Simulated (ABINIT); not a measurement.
MnAs: hubbard response calculation (part 1 of 3)

- system: MnAs (P6₃/mmc, 4 atoms in the cell)
- method: Kohn-Sham DFT of a periodic cell, PBE, DFT+U, JTH PAW PBE v2.0, spin-polarised (ABINIT 10.8.3)

The structure derives from an entry of the Crystallography Open Database.

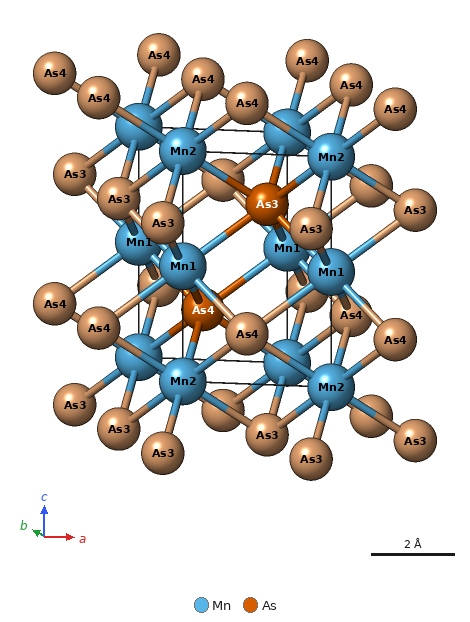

**Figure 1.** The structure (ball-and-stick view of the cell of the calculation, seen slightly off an axis; neighbours outside the cell are drawn fainter; atoms are numbered from 1 in the order of the input). An atom can appear more than once, as a periodic image.

### Key numbers

| quantity | value |
| --- | --- |
| outcome | converged |
| space group (tolerance 0.01 Å) | P6₃/mmc (194) |
| electrons treated | 60 |
| free energy | −11893.1585 eV |
| Fermi energy | 8.118 eV |
| gap on the k-point mesh | 0.39 eV |
| net moment of the cell | 0.63 μB |
| pressure | −6.32 GPa |
| largest force (length of the vector) | under 0.001 eV/Å |
| hardware | 1 thread of Arm Neoverse V1, 112 GiB of memory available, shared host |
| wall time | 2.1 min |
| peak memory | 0.21 GiB |

### Notes

Settings chosen away from the usual ones: k set to [1, 1, 1] (from [4, 4, 2]); ecut_ha set to 33.0 (from 22); width set to 0.2 (from 0.05). The settings depart from the standard set-up of this series, which can bear on the numbers. Points of doubt noted for this run: cell small for linear response. So coarse a mesh can miss the band edges, so the true gap of this method can be much smaller, or zero.

### The input
```
ndtset 2

pp_dirpath "./"
pseudos "Mn.GGA_PBE-JTH.xml, As.GGA_PBE-JTH.xml"

structure "poscar:POSCAR"
natom 4

ecut 33.0
pawecutdg 55.0
pawxcdev 0

kptopt 2
ngkpt 1 1 1
nshiftk 1
shiftk 0.0 0.0 0.0

ixc 11

nband 38
occopt 3
tsmear 0.2 eV

nsppol 2
spinat
     0.0000000000     0.0000000000     4.0000000000
     0.0000000000     0.0000000000     4.0000000000
     0.0000000000     0.0000000000     0.0000000000
     0.0000000000     0.0000000000     0.0000000000
nsym 1

usepawu 1
lpawu 2 -1
upawu 0.0 0.0 eV
jpawu 0.0 0.0 eV
dmatpuopt 3

nstep 120
tolvrs 1.0e-9

prteig 0
prtebands 0
prtden 0
prtwf 0

irdwfk 1
macro_uj 1
pawujat 1
pawujv1 -0.1 eV
pawujv2 0.1 eV
```

### File POSCAR
```
MnAs
1.0
    3.7100000000      0.0000000000      0.0000000000
   -1.8550000000      3.2129542480      0.0000000000
    0.0000000000      0.0000000000      5.6910000000
Mn As
2 2
Direct
    0.0000000000      0.0000000000      0.5000000000  Mn
    0.0000000000      0.0000000000      0.0000000000  Mn
    0.6666666667      0.3333333333      0.7500000000  As
    0.3333333333      0.6666666667      0.2500000000  As
```

### File gs.abi
```
pp_dirpath "./"
pseudos "Mn.GGA_PBE-JTH.xml, As.GGA_PBE-JTH.xml"

structure "poscar:POSCAR"
natom 4

ecut 33.0
pawecutdg 55.0
pawxcdev 0

kptopt 2
ngkpt 1 1 1
nshiftk 1
shiftk 0.0 0.0 0.0

ixc 11

nband 38
occopt 3
tsmear 0.2 eV

nsppol 2
spinat
     0.0000000000     0.0000000000     4.0000000000
     0.0000000000     0.0000000000     4.0000000000
     0.0000000000     0.0000000000     0.0000000000
     0.0000000000     0.0000000000     0.0000000000
nsym 1

usepawu 1
lpawu 2 -1
upawu 0.0 0.0 eV
jpawu 0.0 0.0 eV
dmatpuopt 3

nstep 120
tolvrs 1.0e-9

prteig 0
prtebands 0
prtden 0
```

Launched with:
```bash
abinit gs.abi > log 2>&1
ln -s gso_WFK runi_DS1_WFK
ln -s gso_WFK runi_DS2_WFK
abinit run.abi > log 2>&1
lruj runo_DS1_LRUJ.nc runo_DS2_LRUJ.nc > lruj.log 2>&1
```

### Log
```
.Version 10.8.3 of ABINIT
 DATASET    1 : space group P1 (#  1); Bravais aP (primitive triclinic)
================================================================================
 Values of the parameters that define the memory need for DATASET  1.
     intxc =       0    ionmov =       0      iscf =      17    lmnmax =      18
     lnmax =       6     mgfft =      60  mpssoang =       3    mqgrid =    3591
     natom =       4  nloc_mem =       2    nspden =       2   nspinor =       1
    nsppol =       2      nsym =       1    n1xccc =       1    ntypat =       2
    occopt =       3   xclevel =       2
       mpw =        2057          nfft =       96000          nkpt =           1
 PAW method is used; the additional fine FFT grid is defined by:
   mgfftf=        72    nfftf =    165888
================================================================================
================================================================================

 DATASET    2 : space group P1 (#  1); Bravais aP (primitive triclinic)
================================================================================
 Values of the parameters that define the memory need for DATASET  2.
     intxc =       0    ionmov =       0      iscf =      17    lmnmax =      18
     lnmax =       6     mgfft =      60  mpssoang =       3    mqgrid =    3591
     natom =       4  nloc_mem =       2    nspden =       2   nspinor =       1
    nsppol =       2      nsym =       1    n1xccc =       1    ntypat =       2
    occopt =       3   xclevel =       2
       mpw =        2057          nfft =       96000          nkpt =           1
 PAW method is used; the additional fine FFT grid is defined by:
   mgfftf=        72    nfftf =    165888
================================================================================
================================================================================

--------------------------------------------------------------------------------
------------- Echo of variables that govern the present computation ------------
--------------------------------------------------------------------------------
 -outvars: echo values of preprocessed input variables --------
            acell      1.0000000000E+00  1.0000000000E+00  1.0000000000E+00 Bohr
              amu      5.49380500E+01  7.49215900E+01
         atvshift1      -0.00367   -0.00367   -0.00367   -0.00367   -0.00367
                        -0.00367   -0.00367   -0.00367   -0.00367   -0.00367
                         0.00000    0.00000    0.00000    0.00000    0.00000
                         0.00000    0.00000    0.00000    0.00000    0.00000
                         0.00000    0.00000    0.00000    0.00000    0.00000
                         0.00000    0.00000    0.00000    0.00000    0.00000
                         0.00000    0.00000    0.00000    0.00000    0.00000
                         0.00000    0.00000    0.00000    0.00000    0.00000
         atvshift2       0.00367    0.00367    0.00367    0.00367    0.00367
                         0.00367    0.00367    0.00367    0.00367    0.00367
                         0.00000    0.00000    0.00000    0.00000    0.00000
                         0.00000    0.00000    0.00000    0.00000    0.00000
                         0.00000    0.00000    0.00000    0.00000    0.00000
                         0.00000    0.00000    0.00000    0.00000    0.00000
                         0.00000    0.00000    0.00000    0.00000    0.00000
                         0.00000    0.00000    0.00000    0.00000    0.00000
           diemix      4.50000000E-01
        dmatpuopt           3
             ecut      3.30000000E+01 Hartree
           irdwfk           1
              ixc          11
           jdtset        1    2
           kptopt           2
         kptrlatt        1    0    0      0    1    0      0    0    1
          kptrlen      7.01088393E+00
            lpawu           2      -1
         macro_uj        1
            natom           4
            nband          38
        natvshift        5
           ndtset           2
            ngfft          40      40      60
          ngfftdg          48      48      72
             nkpt           1
           nspden           2
           nsppol           2
            nstep         120
             nsym           1
           ntypat           2
           occopt           3
        pawecutdg      5.50000000E+01 Hartree
           pawujv1    -3.6749322176E-03 Hartree
           pawujv2     3.6749322176E-03 Hartree
         pawxcdev           0
           prtden           0
        prtebands           0
           prteig           0
            prtwf           0
            rprim      7.0108839271E+00  0.0000000000E+00  0.0000000000E+00
                      -3.5054419636E+00  6.0716035838E+00  0.0000000000E+00
                       0.0000000000E+00  0.0000000000E+00  1.0754431383E+01
          spgroup           1
           spinat      0.0000000000E+00  0.0000000000E+00  4.0000000000E+00
                       0.0000000000E+00  0.0000000000E+00  4.0000000000E+00
                       0.0000000000E+00  0.0000000000E+00  0.0000000000E+00
                       0.0000000000E+00  0.0000000000E+00  0.0000000000E+00
           tolvrs      1.00000000E-09
           tsmear      7.34986444E-03 Hartree
            typat      1  1  2  2
          usepawu           1
           useylm           1
           xangst      0.0000000000E+00  0.0000000000E+00  2.8455000000E+00
                       0.0000000000E+00  0.0000000000E+00  0.0000000000E+00
                       1.8550000002E+00  1.0709847492E+00  4.2682500000E+00
                      -1.8549997266E-10  2.1419694988E+00  1.4227500000E+00
            xcart      0.0000000000E+00  0.0000000000E+00  5.3772156913E+00
                       0.0000000000E+00  0.0000000000E+00  0.0000000000E+00
                       3.5054419639E+00  2.0238678611E+00  8.0658235369E+00
                      -3.5054414468E-10  4.0477357227E+00  2.6886078456E+00
             xred      0.0000000000E+00  0.0000000000E+00  5.0000000000E-01
                       0.0000000000E+00  0.0000000000E+00  0.0000000000E+00
                       6.6666666670E-01  3.3333333330E-01  7.5000000000E-01
                       3.3333333330E-01  6.6666666670E-01  2.5000000000E-01
            znucl       25.00000   33.00000

================================================================================

 chkinp: Checking input parameters for consistency, jdtset=   1.

 chkinp: Checking input parameters for consistency, jdtset=   2.

================================================================================
== DATASET  1 ==================================================================

--- !DatasetInfo
iteration_state: {dtset: 1, }
dimensions: {natom: 4, nkpt: 1, mband: 38, nsppol: 2, nspinor: 1, nspden: 2, mpw: 2057, }
cutoff_energies: {ecut:  33.0, pawecutdg:  55.0, }
electrons: {nelect:   6.00000000E+01, charge:   0.00000000E+00, occopt:   3.00000000E+00, tsmear:   7.34986444E-03, }
meta: {optdriver: 0, ionmov: 0, optcell: 0, iscf: 17, paral_kgb: 0, }
...

 Exchange-correlation functional for the present dataset will be:
  GGA: Perdew-Burke-Ernzerhof functional - ixc=11
  J.P.Perdew, K.Burke, M.Ernzerhof, PRL 77, 3865 (1996)

 Real(R)+Recip(G) space primitive vectors, cartesian coordinates (Bohr,Bohr^-1):
 R(1)=  7.0108839  0.0000000  0.0000000  G(1)=  0.1426354  0.0823506  0.0000000
 R(2)= -3.5054420  6.0716036  0.0000000  G(2)=  0.0000000  0.1647011  0.0000000
 R(3)=  0.0000000  0.0000000 10.7544314  G(3)=  0.0000000  0.0000000  0.0929849
 Unit cell volume ucvol=  4.5778719E+02 bohr^3
 Angles (23,13,12)=  9.00000000E+01  9.00000000E+01  1.20000000E+02 degrees

 Coarse grid specifications (used for wave-functions):

 getcut: wavevector=  0.0000  0.0000  0.0000  ngfft=  40  40  60
         ecut(hartree)=     33.000   => boxcut(ratio)=   2.15745

 Fine grid specifications (used for densities):

 getcut: wavevector=  0.0000  0.0000  0.0000  ngfft=  48  48  72
         ecut(hartree)=     55.000   => boxcut(ratio)=   2.00539

--- Pseudopotential description ------------------------------------------------
- pspini: atom type   1  psp file is ./Mn.GGA_PBE-JTH.xml
 Pseudopotential format is: paw10
 basis_size (lnmax)=  6 (lmn_size= 18), orbitals=   0   0   1   1   2   2
 Spheres core radius: rc_sph= 2.11191681
 Shapefunction is SIN type: shapef(r)=[sin(pi*r/rshp)/(pi*r/rshp)]**2
 Radius for shape functions =  1.80270168
 Compensation charge density is not taken into account in XC energy/potential

- pspini: atom type   2  psp file is ./As.GGA_PBE-JTH.xml
 Pseudopotential format is: paw10
 basis_size (lnmax)=  6 (lmn_size= 18), orbitals=   0   0   1   1   2   2
 Spheres core radius: rc_sph= 2.10391912
 Shapefunction is BESSEL type: shapef(r,l)=aa(1,l)*jl(q(1,l)*r)+aa(2,l)*jl(q(2,l)*r)
 Radius for shape functions =  1.70360438
 Compensation charge density is not taken into account in XC energy/potential

   6.39314223E+03                                ecore*ucvol(ha*bohr**3)
--------------------------------------------------------------------------------

-inwffil : will read wavefunctions from disk file runi_DS1_WFK

 ******************************************
 DFT+U Method used: FLL
 ******************************************

================================================================================

--- !BeginCycle
iteration_state: {dtset: 1, }
solver: {iscf: 17, nstep: 120, nline: 4, wfoptalg: 10, }
tolerances: {tolvrs: 1.00E-09, }
...
```
